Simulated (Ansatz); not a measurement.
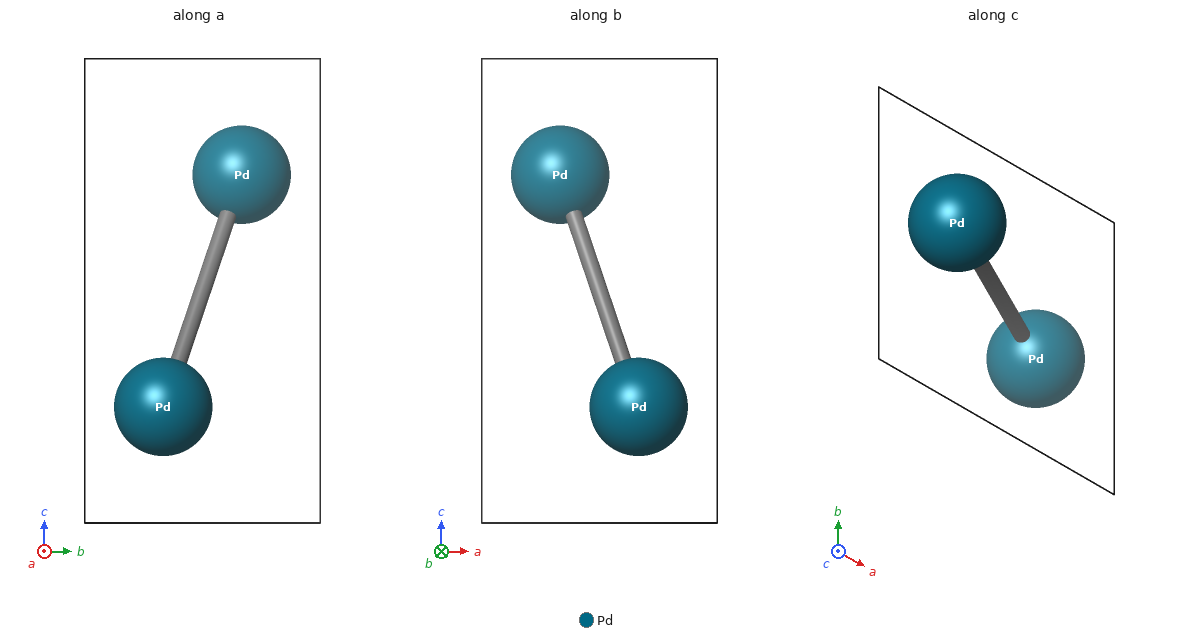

The figure gives a ball-and-stick picture of the atoms, viewed along the a axis, along the b axis and along the c axis. The box is the conventional unit cell; atoms on or close to its faces, edges and corners are drawn wherever they repeat.

Lattice parameters: a = 2.729 Å, b = 2.729 Å, c = 4.662 Å, α = 90.00°, β = 90.00°, γ = 120.00°. Put a along x and b in the xy plane.

> Record the structure as a POSCAR file.

```
Pd
1.0
     2.729    0.000    0.000
    -1.365    2.364    0.000
     0.000    0.000    4.662
Pd
2
Direct
  0.3333 0.6667 0.7500
  0.6667 0.3333 0.2500
```

It goes back to a structure type filled with this element by a generator (whether the element takes this form wasn't checked). Earlier steps of the study may have refined or changed the cell and positions. A calculation with Ansatz used it as input.
